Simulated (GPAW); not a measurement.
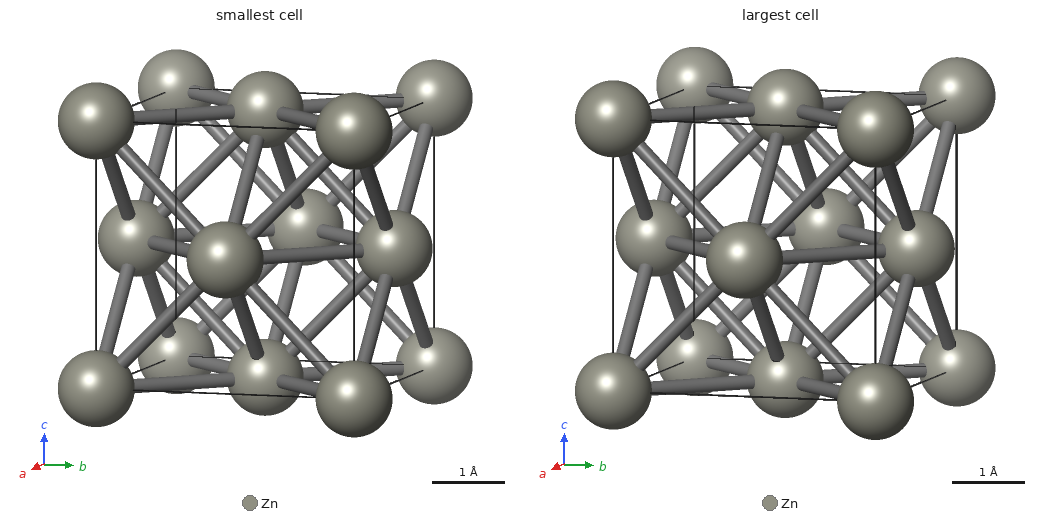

Zn, face-centred cubic (Cu type), space group Fm-3m (No. 225), relaxed (cell and atoms, zero pressure) with five choices of dispersion term on top of PBEsol; the smallest and the largest of the relaxed conventional cells are drawn to one scale (sticks follow a distance rule). The start was a structure listed in the Materials Project. This isn't the form of Zn at room conditions, which is hcp.

Alike in all runs: GPAW 26.7.0; functional PBEsol; potentials PAW data sets generated in the run's folder for this functional; cutoff 600 eV; k mesh 12 × 12 × 12 on the run's cell of 1 atom; occupations fermi-dirac, width 0.05 eV; no spin polarisation; no spin-orbit coupling. All runs are metallic.

| level | volume (Å³/atom) | a (Å) |
| --- | --- | --- |
| D3(BJ) | ? | ? |
| none | 14.08 | 3.833 |
| D3 | 13.46 | 3.776 |
| D3(BJ)-ATM | 13.54 | 3.784 |
| D4 | 13.76 | 3.804 |

Fill in the row of D3(BJ).

Answer. Volume 13.39 Å³/atom; a 3.770 Å. That is the smallest volume of all.

Order the levels by the relaxed volume, smallest first.

Answer. D3(BJ) (13.39 Å³/atom), D3 (13.46 Å³/atom), D3(BJ)-ATM (13.54 Å³/atom), D4 (13.76 Å³/atom), none (14.08 Å³/atom). Rows within a few tenths of a per cent can't be told apart.

Caveat: later steps reuse the first step's grids; the relaxed volumes lie -12 to -7 % from the starting cell; pairwise dispersion terms can overbind metals strongly.
